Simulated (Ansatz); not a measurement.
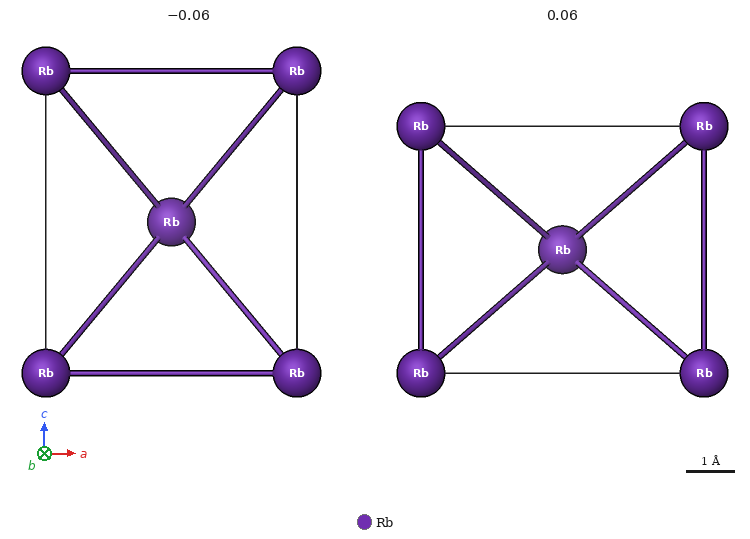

A crystal of Rb (set up in Im-3m), under biaxial strain in the a–b plane (c relaxed, atoms fixed by symmetry), with energies (extrapolated to zero smearing) counted from the relaxed crystal, which is the row at zero. The picture shows the first and the last member. Style: ball-and-stick. Shown: the cell of the calculation, along the b axis.

Computed with Ansatz 0.2.0: DFT PBEsol, scalar-relativistic, plane waves, PAW. (plane-wave cutoff 420 eV; k-point mesh 10 × 10 × 10; occupations gaussian; smearing width 0.1 eV; no spin polarisation; force threshold 0.008 eV/Å)

```
strain  energy (meV/atom)  a (Å)  c (Å)
 −0.06              −0.91  5.238  6.306
 −0.04              −0.99  5.349  6.041
 −0.02              −0.36  5.460  5.814
   0.0               0.00  5.572  5.572
  0.02              −0.21  5.683  5.365
  0.04                  ?      ?      ?
  0.06               3.09  5.906  5.151
```

**Fill in the missing row.**

A parabola through three neighbouring rows (0.0, 0.02, 0.06) gives, with Lagrange weights, (−0.3333)(0.00) + (1.0000)(−0.21) + (0.3333)(3.09) = 0.82 meV/atom. The calculation gives 0.69 meV/atom (a = 5.795 Å, c = 5.244 Å). The estimate is 0.13 meV/atom too high. Some rows lie up to 0.99 meV/atom below the unstrained cell, which smearing and mesh noise or a second, shallow minimum can cause. From the first member to the last: Rb–Rb 6.306 → 5.151 Å, Rb–Rb 5.238 → 5.906 Å, Rb–Rb 4.864 → 4.906 Å.

The whole series:

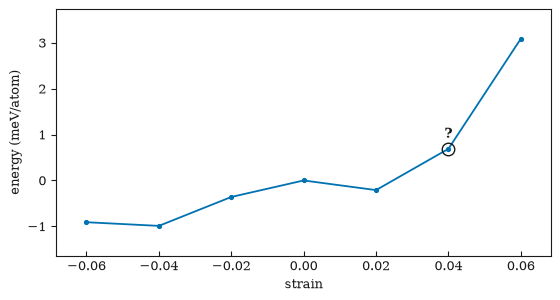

Each member starts from this one structure; whether another phase lies lower wasn't checked.
